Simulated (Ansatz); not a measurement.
System: CoSi.

```xyz
4
Lattice="2.6168 0.0000 0.0000 0.0000 2.6168 0.0000 0.0000 0.0000 6.2716" Properties=species:S:1:pos:R:3 pbc="T T T"
Co    0.0000    0.0000    0.0000
Si    1.3084    1.3084    1.5679
Co    0.0000    0.0000    3.1358
Si    1.3084    1.3084    4.7037
```

Space group P4/mmm; started from the CuAu (L1_0) prototype, which need not be the ambient phase; the SCF solution may not be the lowest one; the program warned that a starting moment wasn't kept; spin-polarised, but the moments vanished.

The calculation used DFT PBE, scalar-relativistic, plane waves, PAW (Ansatz 0.2.0).

Q: What will maps of the valence pseudo-density and electron localisation function show?

A: Co–Si (2.43 Å): ρ is about 0.4 e/Å³ halfway; the ELF peaks at about 0.65 in the valence shell of Si, 0.9 Å from its nucleus, and is about 0.45 at the midpoint.

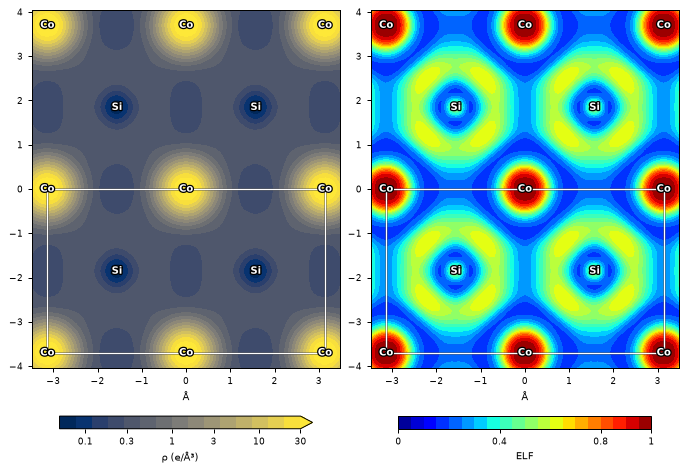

Computed valence pseudo-density and electron localisation function on the (11̄0) plane of the calculation cell, in this order. 

The density is the valence pseudo-density of a PAW calculation; it isn't the true density close to the nuclei.
